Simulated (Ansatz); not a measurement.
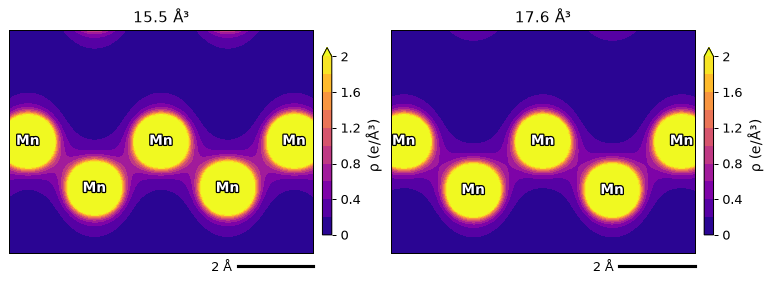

Mn. The valence electron density of cells scaled evenly to different volumes (given per atom above each panel), on the (101̄) plane of each (indices in the axes of the cell below), at one length scale and on one colour scale.

A generated structure, not necessarily the stable one; spin-polarised.

All numbers below come from DFT, BLYP, plane waves (420 eV) with PAW, scalar-relativistic (Ansatz 0.2.0).

Core electrons are frozen (PAW), and the valence fields are smoothed inside the atomic spheres.

The largest cell:

```
Mn
1.0
     0.00000    2.60109    2.60109
     2.60109    0.00000    2.60109
     2.60109    2.60109    0.00000
Mn
2
Direct
  0.12500 0.12500 0.12500
  0.87500 0.87500 0.87500
```

| volume (Å³/atom) | Mn–Mn contact in the plane (Å) | ρ at its midpoint (e/Å³) | pressure (GPa) | largest moment (μB) | 
| --- | --- | --- | --- | --- |
| 15.49 | 2.159 | 0.710 | 9.4 | 1.43 | 
| 16.89 | 2.222 | ? | ? | ? | 
| 17.60 | 2.253 | 0.588 | 0.0 | 2.09 | 

Q: What values belong in the row with question marks?

A: Over the known rows ln ρ falls by 2.01 per Å of Mn–Mn distance (the line through the two), which gives 0.626 e/Å³ at 2.222 Å; the calculation gives 0.625 e/Å³. For the pressure, a straight line in volume between the neighbouring rows gives 3.2 GPa; the calculation gives 2.3, lower because pressure rises ever faster on compression. For the largest moment, a straight line in volume between the neighbouring rows gives 1.87 μB; the calculation gives 1.89.
